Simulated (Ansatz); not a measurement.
Si96C95: several calculations on one system

**1. Relaxation**

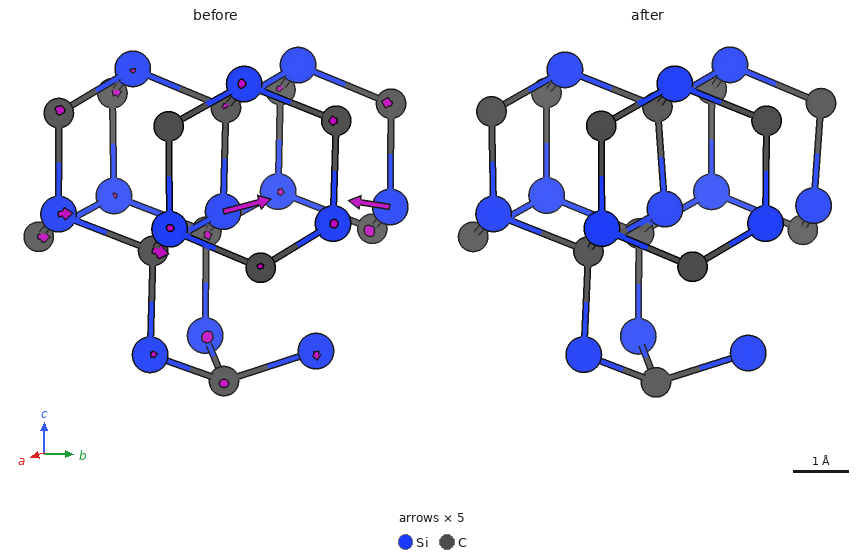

The structure of a defect cell of composition Si₉₆C₉₅ before (left) and after (right) a relaxation, at one scale. The purple arrows give the displacements, magnified 5 times.

Style: ball-and-stick. Shown: the atoms within 4.2 Å of the atom that moves most (axes of the cell of the calculation (origin shifted)), slightly off an axis.

The calculation used DFT, PBEsol, PAW, plane waves in Ansatz 0.2.0. (plane-wave cutoff 420 eV; k-point mesh 1 × 1 × 1; mesh shifted by (0.25, 0.25, 0.25); collinear spin; atoms relaxed in a fixed cell; force threshold 0.03 eV/Å; at most 80 steps)

### What changed between the two?

After 4 geometry steps the energy has fallen by 2.636 eV per cell of the calculation. The largest force component goes from 2 to 0.026 eV/Å. The atom that moves furthest is a Si atom (0.19 Å along [−2 3 1]). By element the largest moves are Si 0.19 Å, C 0.10 Å. The cell doesn't change. Near-neighbour distances that change, for instance: Si–Si 3.103 → 2.770 Å, C–Si 1.837 → 1.937 Å, C–Si 1.930 → 1.877 Å, C–Si 1.856 → 1.896 Å. Bond angles that change, for instance: C–Si–C 113.1° → 105.0°, Si–C–Si 112.0° → 106.0°, Si–C–Si 111.1° → 105.8°.

**2. Relaxation**

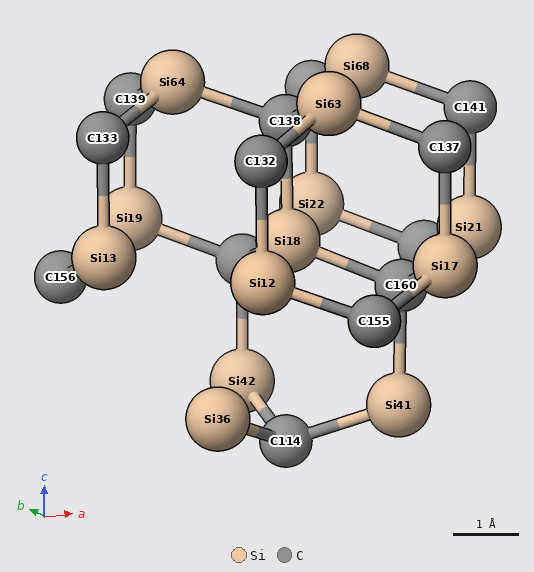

Starting structure of a defect cell of composition Si₉₆C₉₅. The picture is a ball-and-stick view of the atoms within 4.2 Å of the atom that moves most (axes of the cell of the calculation (origin shifted)), seen slightly off an axis.

All numbers below come from DFT, PBEsol, PAW, plane waves (Ansatz).

(plane-wave cutoff 420 eV; k-point mesh 1 × 1 × 1; mesh shifted by (0.25, 0.25, 0.25); no spin polarisation; atoms relaxed in a fixed cell; force threshold 0.03 eV/Å; at most 80 steps)

```
CELL_PARAMETERS angstrom
12.31227 0.00000 0.00000
0.00000 15.99411 0.00000
0.00000 0.00000 10.07595
ATOMIC_POSITIONS crystal
Si 0.00019 0.00070 0.49760
Si 0.25022 0.00052 0.50256
Si 0.12102 0.16632 0.50112
Si 0.99691 0.33325 0.49919
Si 0.49787 0.99973 0.49829
Si 0.37547 0.16656 0.49924
Si 0.24931 0.33126 0.50022
Si 0.12449 0.49890 0.50023
Si 0.99969 0.66662 0.49898
Si 0.74714 0.00016 0.50096
Si 0.62566 0.16682 0.49973
Si 0.49937 0.33182 0.49723
Si 0.37431 0.50023 0.49926
Si 0.25036 0.66664 0.50086
Si 0.12188 0.83309 0.50049
Si 0.87533 0.16517 0.50145
Si 0.75091 0.33459 0.49922
Si 0.62566 0.49848 0.50276
Si 0.50143 0.66666 0.50009
Si 0.37531 0.83314 0.49957
Si 0.87493 0.50006 0.49962
Si 0.75089 0.66733 0.49912
Si 0.62691 0.83432 0.50085
Si 0.87612 0.83094 0.50149
Si 0.99763 0.11097 0.24909
Si 0.24994 0.11052 0.25473
Si 0.12494 0.27900 0.25316
Si 0.99928 0.44517 0.25198
Si 0.50137 0.11016 0.25101
Si 0.37886 0.27777 0.25180
Si 0.24816 0.44362 0.25017
Si 0.12569 0.60995 0.24845
Si 0.00107 0.77628 0.24677
Si 0.74660 0.11012 0.24730
Si 0.62476 0.27720 0.24971
Si 0.49964 0.44404 0.24984
Si 0.37674 0.61327 0.25085
Si 0.24937 0.77843 0.24973
Si 0.12637 0.94438 0.24933
Si 0.87398 0.27865 0.25077
Si 0.74805 0.44535 0.24819
Si 0.62456 0.61044 0.24940
Si 0.49734 0.77952 0.25390
Si 0.37290 0.94325 0.25039
Si 0.87576 0.61279 0.25208
Si 0.75101 0.77963 0.25340
Si 0.62536 0.94435 0.25203
Si 0.87455 0.94186 0.25302
Si 0.12534 0.05385 0.75027
Si 0.99824 0.21891 0.75392
Si 0.37607 0.05729 0.74864
Si 0.25127 0.22318 0.75040
Si 0.12272 0.38868 0.74959
Si 0.00228 0.55909 0.74934
Si 0.62715 0.05525 0.74747
Si 0.49920 0.22252 0.75098
Si 0.37454 0.38892 0.75122
Si 0.25080 0.55476 0.75277
Si 0.12524 0.72127 0.74811
Si 0.00126 0.88876 0.75219
Si 0.87358 0.05548 0.75048
Si 0.75043 0.22182 0.74980
Si 0.62221 0.39023 0.75015
Si 0.49866 0.55515 0.74743
Si 0.37432 0.72172 0.75090
Si 0.24839 0.89007 0.75194
Si 0.87614 0.38975 0.74914
Si 0.75150 0.55534 0.74849
Si 0.62581 0.72298 0.75115
Si 0.50335 0.88851 0.75252
Si 0.87363 0.72274 0.74899
Si 0.75024 0.88900 0.74956
Si 0.00108 0.99976 0.00081
Si 0.24894 0.99995 0.00025
Si 0.12484 0.16599 0.00118
Si 0.00003 0.33482 0.00070
Si 0.50179 0.99991 0.00036
Si 0.37581 0.16631 0.99810
Si 0.24539 0.32997 0.99832
Si 0.12499 0.50046 0.99633
Si 0.00089 0.66609 0.99951
Si 0.74628 0.00040 0.99932
Si 0.62595 0.16597 0.99861
Si 0.50353 0.33396 0.99765
Si 0.37661 0.49959 0.99927
Si 0.24894 0.66368 0.99926
Si 0.12471 0.83261 0.99942
Si 0.87736 0.16836 0.00042
Si 0.74893 0.33398 0.99993
Si 0.62559 0.50285 0.99814
Si 0.50064 0.66644 0.99947
Si 0.37682 0.83455 0.99874
Si 0.87257 0.50053 0.99921
Si 0.74910 0.66587 0.00120
Si 0.62468 0.83304 0.99787
Si 0.87615 0.83368 0.00184
C 0.00105 0.00005 0.18639
C 0.24948 0.99837 0.18800
C 0.12606 0.16772 0.18896
C 0.00045 0.33221 0.18914
C 0.49945 0.00176 0.18748
C 0.37625 0.16715 0.18650
C 0.25076 0.33137 0.18898
C 0.12626 0.49989 0.18566
C 0.00257 0.66815 0.18682
C 0.74940 0.00007 0.18556
C 0.62655 0.16560 0.18921
C 0.50165 0.33343 0.18866
C 0.37703 0.49934 0.18897
C 0.24635 0.66560 0.18938
C 0.12236 0.83407 0.18824
C 0.87718 0.16667 0.18789
C 0.74935 0.33569 0.19016
C 0.62401 0.50067 0.18702
C 0.50116 0.66703 0.18645
C 0.37404 0.83291 0.18631
C 0.87924 0.50078 0.18909
C 0.75277 0.66493 0.19076
C 0.62653 0.83196 0.18646
C 0.87554 0.83410 0.18554
C 0.99795 0.99948 0.68488
C 0.25049 0.99698 0.68534
C 0.12306 0.16610 0.68774
C 0.99823 0.33355 0.68763
C 0.50148 0.00144 0.68963
C 0.37626 0.16500 0.68659
C 0.25001 0.33419 0.68585
C 0.12584 0.49904 0.69061
C 0.00199 0.66761 0.68636
C 0.74915 0.99931 0.68886
C 0.62743 0.16757 0.68440
C 0.49894 0.33507 0.68695
C 0.37309 0.50087 0.68749
C 0.25112 0.66524 0.68956
C 0.12476 0.83316 0.68847
C 0.87479 0.16683 0.68352
C 0.74961 0.33307 0.68667
C 0.62407 0.50192 0.69029
C 0.50194 0.66577 0.68803
C 0.37318 0.83478 0.68960
C 0.87582 0.49895 0.68868
C 0.75009 0.66597 0.68400
C 0.62552 0.83452 0.68597
C 0.87868 0.83237 0.68650
C 0.00088 0.11079 0.43495
C 0.24888 0.11220 0.43410
C 0.12462 0.27692 0.43964
C 0.99931 0.44300 0.43944
C 0.50269 0.10977 0.43836
C 0.37416 0.27794 0.44067
C 0.25160 0.44571 0.43973
C 0.12598 0.61039 0.43819
C 0.00141 0.77768 0.43598
C 0.75005 0.11299 0.43850
C 0.62435 0.28068 0.43957
C 0.37569 0.61021 0.43659
C 0.24819 0.77867 0.43862
C 0.12628 0.94424 0.44115
C 0.87302 0.27669 0.43780
C 0.75116 0.44467 0.43579
C 0.62593 0.61264 0.43849
C 0.49964 0.77733 0.43690
C 0.37465 0.94507 0.43841
C 0.87413 0.61072 0.43682
C 0.74688 0.77756 0.43697
C 0.62399 0.94582 0.44026
C 0.87742 0.94247 0.43648
C 0.12550 0.05575 0.93726
C 0.99823 0.22326 0.93877
C 0.37561 0.05445 0.93807
C 0.25089 0.22268 0.94113
C 0.12563 0.39067 0.93786
C 0.00231 0.55460 0.93418
C 0.62640 0.05606 0.93852
C 0.49968 0.22108 0.93872
C 0.37482 0.39037 0.93808
C 0.25090 0.55602 0.93456
C 0.12552 0.72195 0.93760
C 0.99844 0.88776 0.93965
C 0.87381 0.05662 0.93609
C 0.75021 0.22364 0.93693
C 0.62295 0.38859 0.93952
C 0.49925 0.55728 0.93367
C 0.37512 0.72271 0.93765
C 0.24818 0.88998 0.93847
C 0.87597 0.38904 0.93505
C 0.75138 0.55416 0.94033
C 0.62600 0.71930 0.93881
C 0.49875 0.88928 0.93589
C 0.87388 0.72258 0.94115
C 0.75186 0.88959 0.93841
```

**Predict the outcome.**

The largest moves, 0.22 Å, are those of Si13 and Si18. Si18 goes along [−2 1 1]. Largest moves by element: Si 0.22 Å, C 0.15 Å. The lattice vectors keep their values. Among the contacts that change: Si13–Si18 3.095 → 2.759 Å, Si12–Si36 3.072 → 2.739 Å, Si18–C160 1.893 → 1.981 Å, Si18–C161 1.937 → 1.871 Å. Among the angles between lasting bonds that change: C138–Si18–C160 112.2° → 104.9°, Si17–C160–Si18 107.7° → 113.4°, C138–Si18–C161 107.9° → 113.4°. After 8 geometry steps the energy has fallen by 3.075 eV per cell of the calculation. Largest force component: 2 eV/Å at the start, 0.015 eV/Å at the end. Cost: 23 s on 1 × NVIDIA GB300 Max-Q with 32 threads of Arm Neoverse-V2, peak memory 2.6 GiB.

History of the run:

| step | E − E(0), meV/atom | largest force component, eV/Å |
| --- | --- | --- |
| 0 | 0.00 | 1.9803 |
| 1 | -10.60 | 1.0924 |
| 2 | -13.60 | 0.8309 |
| 3 | -14.55 | 0.3841 |
| 4 | -14.92 | 0.7317 |
| 5 | -15.66 | 0.3774 |
| 6 | -16.06 | 0.1598 |
| 7 | -16.09 | 0.0653 |
| 8 | -16.10 | 0.0154 |

After the run, drawn alike:

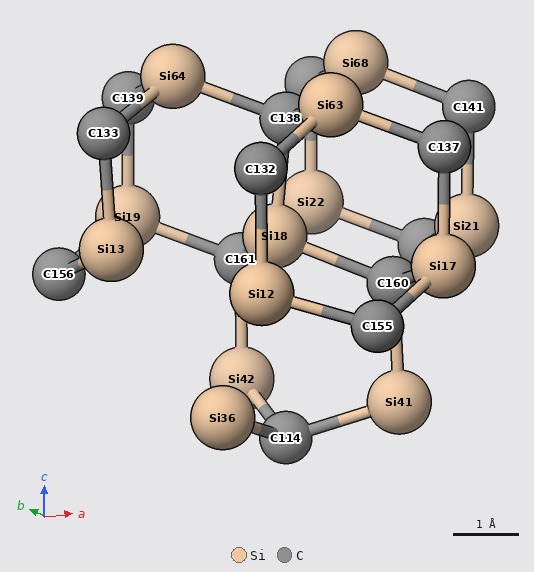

**3. Defect**

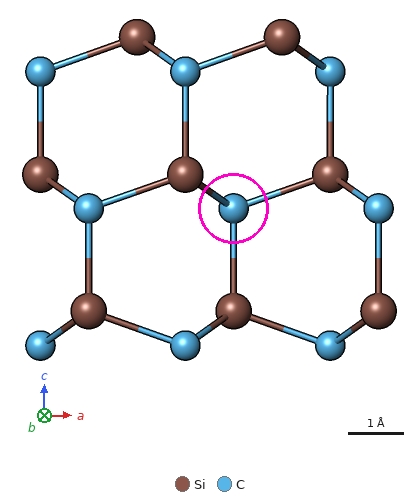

Perfect SiC. Style: ball-and-stick. Shown: the atoms within 4.6 Å of one point, in a slice 4.2 Å thick across the line of sight, along the b axis.

The calculation used DFT, PBEsol, PAW, plane waves (Ansatz 0.2.0). (plane-wave cutoff 420 eV; k-point mesh 1 × 1 × 1; mesh shifted by (0.25, 0.25, 0.25); collinear spin) Fermi-Dirac smearing of 0.01 eV. A uniform background neutralises the charged cell. The axes drawn are those of the host's conventional cell.

A carbon atom is taken out (a vacancy) at the ringed place, in charge state −1. The supercell has 192 sites, and the atoms are relaxed at the host's cell.

### How do the neighbours respond?

Around the empty C site the host had 4 Si at 1.88 to 1.89 Å; after relaxation the nearest atoms are 4 Si at 1.77 to 1.82 Å. Of the host's atoms, a silicon atom moves furthest from its site, by 0.12 Å. The cell's net moment is 3.00 μB.

The relaxed defect, seen from the same direction:

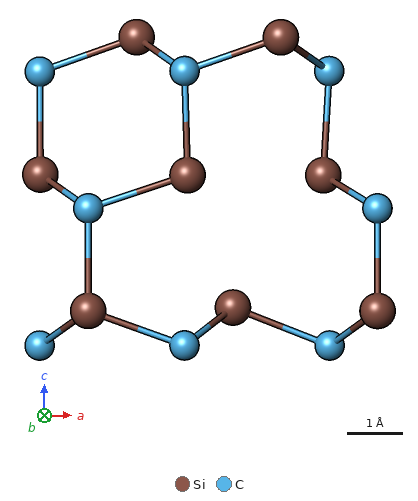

Limits of the set-up: the cell is charged, on a uniform background, and energies carry no finite-size correction.

**4. Defect**

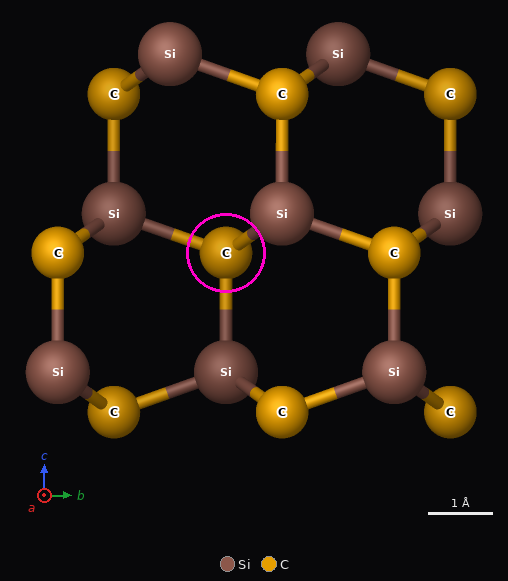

Perfect SiC. Style: ball-and-stick. Shown: the atoms within 4.6 Å of one point, in a slice 3.4 Å thick across the line of sight, along the a axis.

Theory: DFT, PBEsol, PAW, plane waves in Ansatz 0.2.0. Settings: plane-wave cutoff 420 eV; k-point mesh 1 × 1 × 1; mesh shifted by (0.25, 0.25, 0.25); collinear spin. Fermi-Dirac smearing of 0.01 eV. The axes drawn are those of the host's conventional cell.

A carbon atom is taken out (a vacancy) at the ringed place, in charge state 0. The supercell has 192 sites, and the atoms are relaxed at the host's cell.

**Predict the relaxed surroundings of the defect.**

Around the empty C site the host had 4 Si at 1.88 to 1.89 Å; after relaxation the nearest atoms are 4 Si at 1.76 to 1.93 Å. Of the host's atoms, a silicon atom moves furthest from its site, by 0.17 Å. The cell's net moment is 2.00 μB.

The relaxed defect, seen from the same direction:

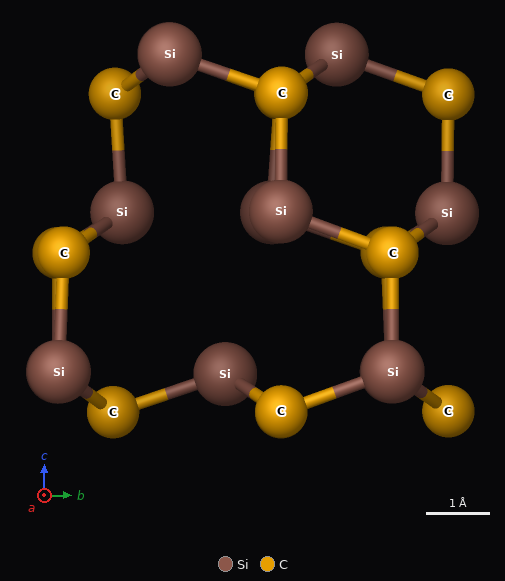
